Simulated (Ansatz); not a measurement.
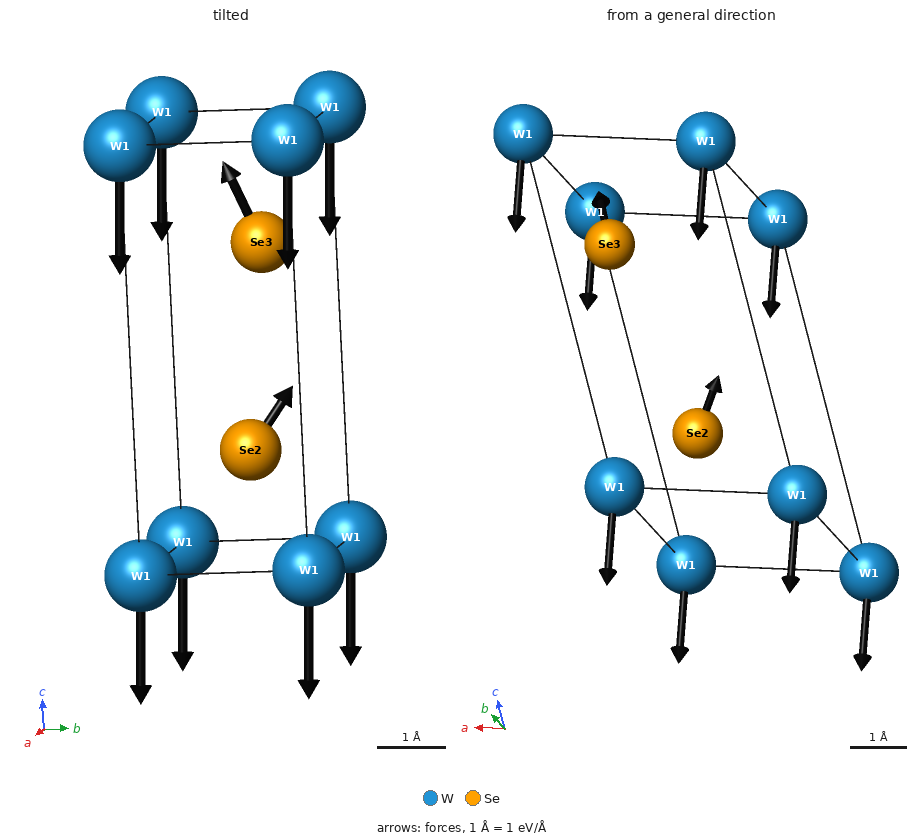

View slightly off an axis and from a general direction, drawn as a spheres-only model. The frame is the cell (the run's own, in a reduced setting); atoms at its boundary are shown with their periodic copies. The arrows are the computed forces on the atoms.

System: WSe$_{2}$. Level of theory and settings: Ansatz 0.2.0, DFT, r2SCAN, plane waves, PAW, a 500 eV plane-wave basis, k-points about 0.56 Å⁻¹ apart, Fermi-Dirac smearing of 0.026 eV, no spin polarisation.

**Has this structure been optimised to equilibrium?**

No. The atoms still feel forces of up to about 1.4 eV/Å, far above a usual threshold of 0.01 to 0.03 eV/Å.

**Which atom carries the strongest force?**

W1, about 1.4 eV/Å.

**What is the average force on each element?**

Mean magnitudes: about W 1.4 eV/Å, Se 0.81 eV/Å.

Source of the structure: a structure type filled with these elements by a generator (whether the compound takes this form wasn't checked). Earlier steps of the study, as a rule a relaxation of our own, may have changed the cell and positions, so they can lie some per cent off the listed ones. It went into a calculation with Ansatz.
